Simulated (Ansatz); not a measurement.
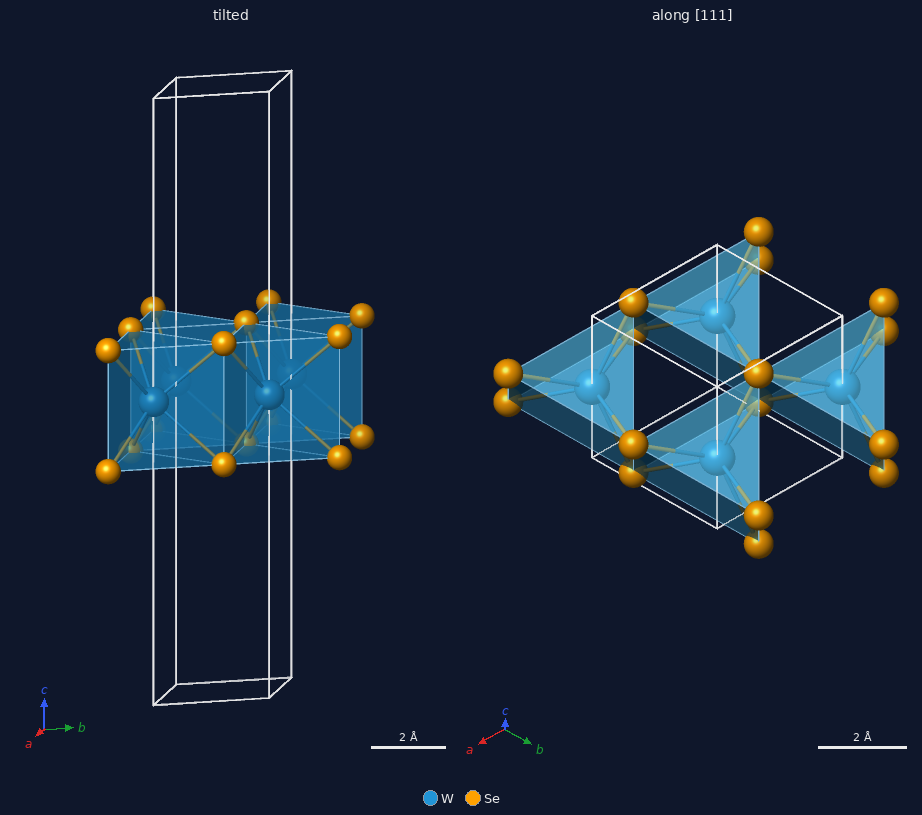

View slightly off an axis and along [111], drawn as a polyhedral model. The outline marks the simulation cell. Some atoms of the next cells are drawn as well.

Describe the crystal.

Chemical formula WSe$_{2}$. Atoms per cell: 3 (1 W, 2 Se). The polyhedra are WSe6 trigonal prisms; they share edges. W bonds to six Se in a trigonal prismatic arrangement at about 2.5 Å. Each Se atom is coordinated by three W in a trigonal pyramidal arrangement at about 2.5 Å. Not all metal-metal contacts are counted. The bonds build WSe2 layers parallel to (001).

The initial geometry was a structure listed in the Materials Project. The cell was then strained or its atoms displaced on purpose. Ansatz was used for an electronic-structure calculation on it.
